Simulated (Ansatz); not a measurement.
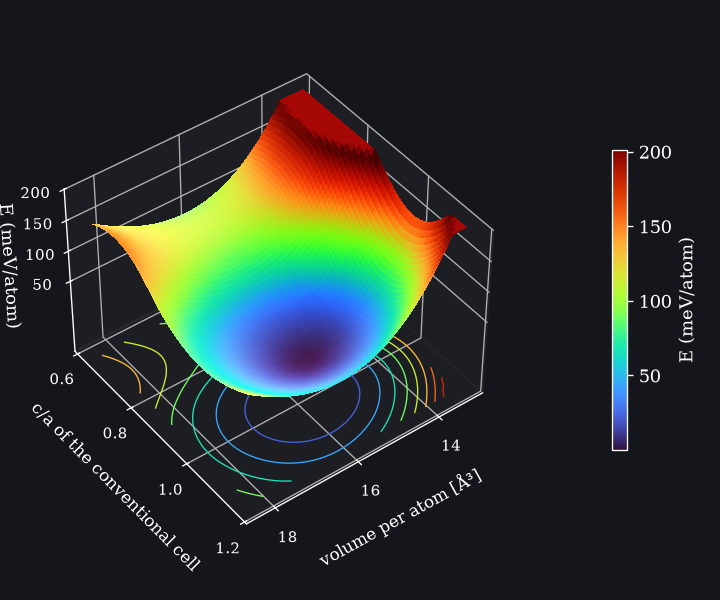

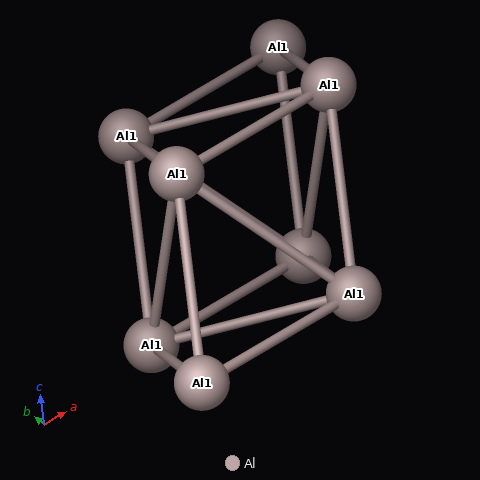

Energy landscape of Al (Fm-3m, No. 225; 1 atom in the cell). 
- The energy is mapped over volume and the cell's shape.
- The first coordinate is: volume per atom; the second: c/a of the conventional cell.
- Nothing is relaxed (symmetry fixes all fractional coordinates).
- The scan uses a 7 × 9 grid.
- Points are written as (first, second).
- All energies are given in meV/atom relative to the lowest grid point.
- These are results of DFT PBE+D3(BJ), scalar-relativistic, plane waves, PAW (Ansatz), not measurements. Settings: cutoff 420 eV, k-mesh 22×22×22, gaussian smearing 0.15 eV, no spin polarisation.

The picture shows a relief with its contours projected below, any walls above the top of the colour scale cut off. Between grid points the surface is interpolated. The second picture is the structure at the lowest point

> What does the map say about the system?

The lowest grid point is at (15.79 Å³, 1.000) [fcc]. No other kind of well shows on this grid. The highest grid point, (13.26 Å³, 0.680), lies 279 meV/atom above the lowest. Round the minimum the two coordinates are nearly uncoupled.

The input of one point:

```yaml
crystal:
  lattice:
    - [0.0, 1.991022079, 1.991022079]
    - [1.991022079, 0.0, 1.991022079]
    - [1.991022079, 1.991022079, 0.0]
  atoms:
    - { symbol: Al, position: [0.0, 0.0, 0.0] }
basis:
  ecutwfc: 420
kpoints:
  mp_grid: { grid: [22, 22, 22] }
hamiltonian:
  xc: pbe
  pseudopotentials: { kind: paw, azcp: { folder: soft_1 } }
  dispersion: d3bj
scf:
  occupations: { method: gaussian, width: 0.15 }
output:
  forces: true
  stress: true
  eigenvalues: true
```

Each point was launched as `ansatz run input.yaml --threads 1 --pin off --max-ram 2048MiB --backend cpu --events-out ev --progress --plain --runs-dir out`. The whole map (63 points run) took 12 min on 1 thread of Arm Neoverse N1, on a shared host.
